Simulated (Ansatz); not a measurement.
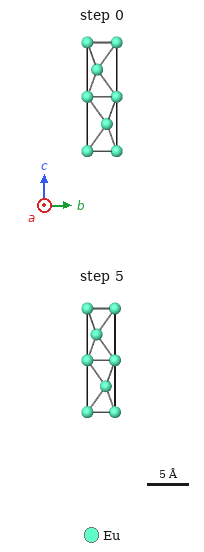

The structure of solid Eu (built on the dhcp type) before (top) and after (bottom) a relaxation, at one scale.

The picture is a ball-and-stick view of the cell of the calculation, seen along the a axis.

Level of theory: DFT PBE, scalar-relativistic, plane waves, PAW (Ansatz 0.2.0).

Input file:
```yaml
crystal:
  lattice:
    - [4.1275682004, 0.0, 0.0]
    - [-2.0637841002, 3.5745789174, 0.0]
    - [0.0, 0.0, 13.2804780558]
  atoms:
    - { symbol: Eu, position: [0.0, 0.0, 0.0], spin: 7.0 }
    - { symbol: Eu, position: [0.0, 0.0, 0.5], spin: 7.0 }
    - { symbol: Eu, position: [0.3333333333, 0.6666666667, 0.25], spin: 7.0 }
    - { symbol: Eu, position: [0.6666666667, 0.3333333333, 0.75], spin: 7.0 }
basis:
  ecutwfc: 600
  ecutrho_ratio: 5
kpoints:
  mp_grid: { grid: [12, 12, 4] }
hamiltonian:
  xc: pbe
scf:
  occupations: { method: gaussian, width: 0.05 }
output:
  forces: true
  stress: true
  eigenvalues: true
  populations: true
magnetization:
  spin_polarized: true
relax:
  f_tol: 0.01
  max_steps: 60
  cell: { stress_tol: 0.04 }
```

What changed between the two?

After 4 accepted moves (5 points after the start) the energy has fallen by 47.3 meV per atom. All forces vanish by symmetry, so only the cell relaxes. The pressure goes from −1.76 to 0.00 GPa. At 1 point the geometry stayed and the basis and grid were re-selected for the new cell (energy shift of 0.1 meV per atom at most each time). The atoms keep their places relative to the cell (all moves are under 0.005 Å). Cell: a = b 4.128 → 3.894 Å (−5.7 %), c 13.280 → 12.662 Å (−4.7 %). Volume −15.1 %. Some distances before and after: Eu1–Eu1 4.128 → 3.894 Å, Eu1–Eu3 4.087 → 3.883 Å. The space group stays P6_3/mmc (No. 194). The run took roughly 15 core-minutes on a shared host.

Limits of the set-up: 4f states are treated without a Hubbard U.
